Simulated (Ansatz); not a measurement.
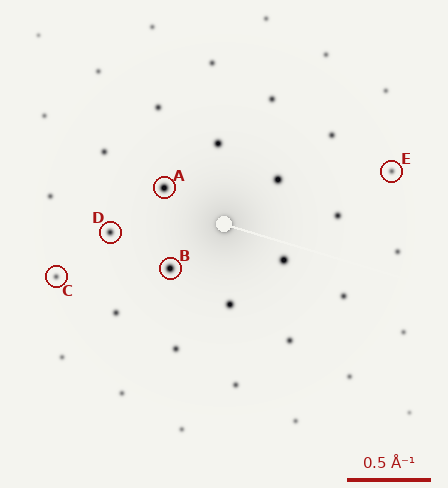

Simulated selected-area electron diffraction pattern (120 kV, kinematic approximation, thin crystal, B = 1 Å² for all atoms). The zone axis points towards the electron source and the pattern is seen from the source side.

The sample is Ti, space group Fm-3m (No. 225), a = 4.112 Å. Structure: the input geometry of an electronic-structure calculation (not necessarily at equilibrium); the starting structure was generated, so it need not be a known form of this composition.

```cif
data_structure
_symmetry_space_group_name_H-M 'Fm-3m'
_symmetry_Int_Tables_number 225
_cell_length_a 4.1125
_cell_length_b 4.1125
_cell_length_c 4.1125
_cell_angle_alpha 90.000
_cell_angle_beta 90.000
_cell_angle_gamma 90.000
_cell_volume 69.55
loop_
_atom_site_label
_atom_site_type_symbol
_atom_site_symmetry_multiplicity
_atom_site_Wyckoff_symbol
_atom_site_fract_x
_atom_site_fract_y
_atom_site_fract_z
_atom_site_occupancy
Ti1 Ti 4 a 0.00000 0.00000 0.00000 1
```

Spot A is indexed -1 1 -1 and spot B -1 1 1.

> What are the indices of the remaining marked spots?

C = A + 2B = -3 3 1 (d = 0.943 Å). D = A + B = -2 2 0 (d = 1.454 Å). E = −A − 2B = 3 -3 -1 (d = 0.943 Å).

> Find the zone axis.

The cross product of A and B is parallel to [110]; every spot obeys hu + kv + lw = 0.

> What are the spacings of A and B and the angle between them?

d(A) = 2.374 Å, d(B) = 2.374 Å, and the angle is 70.5°.
